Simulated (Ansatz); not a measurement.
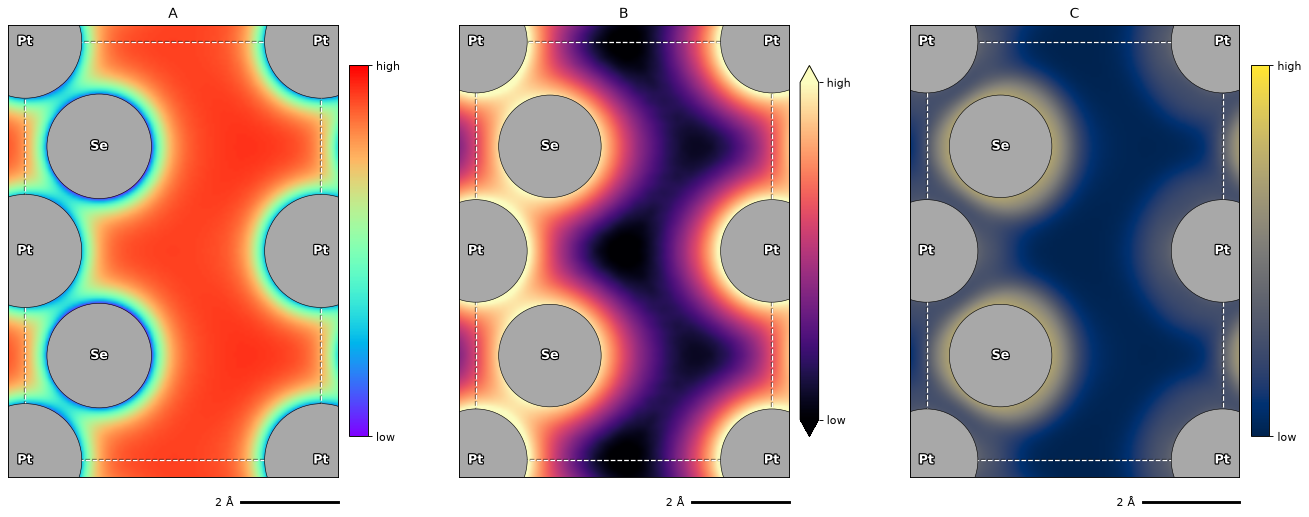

PtSe: 3 fields on the (101) plane of the conventional cell, with unlabelled colour scales. Grey discs cover the atomic cores.

Space group F-43m; a generated structure, not necessarily the stable one; built by placing these elements on a known structure type; computed pressure about −12 GPa in this cell.

All numbers below come from Kohn-Sham DFT of a periodic cell, PBE, Ansatz PAW (Ansatz).

**The panels show electron localisation function, electrostatic potential energy of an electron and valence pseudo-density in some order. Assign them.**

Panel A: electrostatic potential energy of an electron (low next to the atoms, rising into the space between them). Panel B: valence pseudo-density. Panel C: electron localisation function. From the grid: Pt–Se (2.65 Å): ρ is about 0.44 e/Å³ halfway; the ELF is about 0.40 at the midpoint and 0.25 at its lowest between the atoms.
